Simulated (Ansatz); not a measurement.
**Si: density, localisation and related maps**

Input file:

```
crystal:
  lattice:
    - [3.90575, 0.0, 0.0]
    - [-1.95287, 3.38248, 0.0]
    - [0.0, 0.0, 4.11666]
  atoms:
    - { symbol: Si, position: [0.0, 0.5, 0.33333] }
    - { symbol: Si, position: [0.5, 0.5, 0.66667] }
    - { symbol: Si, position: [0.5, 0.0, 0.0] }
hamiltonian:
  xc: { exchange: pbe, correlation: pbe, exx: { coeff: 0.4, omega: 0.2 } }
  pseudopotentials: { kind: paw }
kpoints:
  mp_grid: { grid: [4, 4, 4] }
scf:
  occupations: { method: fermi_dirac, width: 0.05 }
output:
  forces: true
  stress: true
  eigenvalues: true
  write_density: true
  write_potential: true
  elf: true
  volumetric_format: npy
```

Below, planes, directions and counts refer to the conventional cell (a = 3.91 Å, b = 3.91 Å, c = 4.12 Å, α = 90.00°, β = 90.00°, γ = 120.00°).

Space group P6₄22; a generated structure, not necessarily the stable one; computed pressure about −3 GPa in this cell.

These are results of Ansatz 0.2.0, Kohn-Sham DFT of a periodic cell, HSE06 form with a typed share of exact exchange, Ansatz PAW, not measurements.

Core electrons are frozen (PAW), and the valence fields are smoothed inside the atomic spheres.

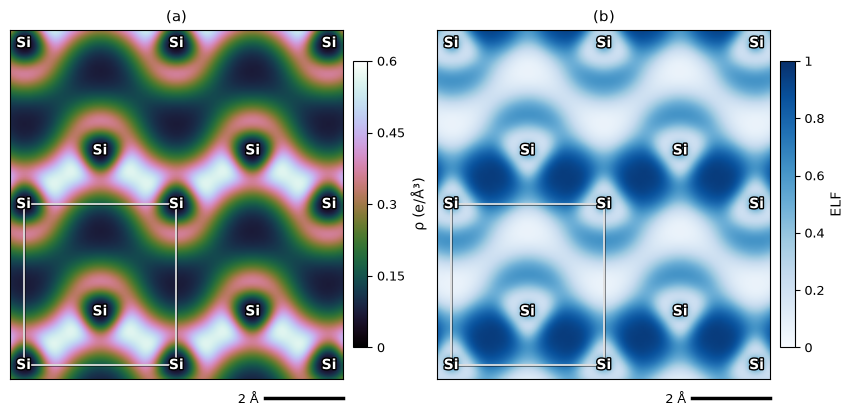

Figure 1. (a) valence charge density (pseudo); (b) ELF on the (100) plane of the conventional cell.

### What do the fields say about this system?

- The section cuts through Si sites.
- Si–Si (2.39 Å): ρ is about 0.55 e/Å³ halfway; the ELF peaks at about 0.95 between the atoms (a shared electron pair).
- Between the atoms the lowest density in this plane is 0.07 e/Å³.

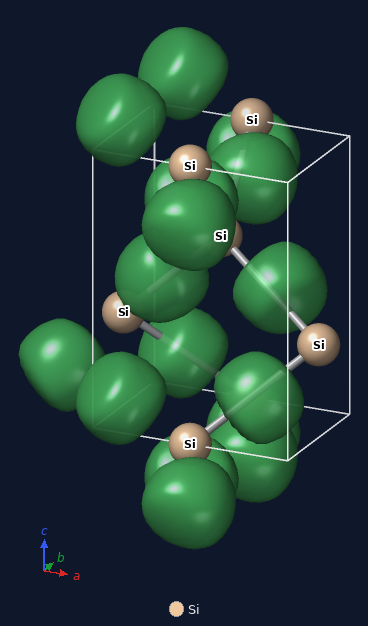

Figure 2. Isosurface of the electron localisation function at 0.8 (green), seen slightly off an axis. Core shells and regions of very low density are left out. Sticks mark near contacts.

### Identify the bonds, lone pairs and shells in this picture.

The ELF exceeds this value in six regions between bonded Si–Si atoms (shared pairs), counted in one cell of 3 atoms. Regions shared between cells count once.

### Does the calculation make it a metal, or give it a gap?

It is gapped, with a Kohn–Sham gap of 0.59 eV on the k-point mesh (the band edges may lie off the mesh, which would make the gap smaller).
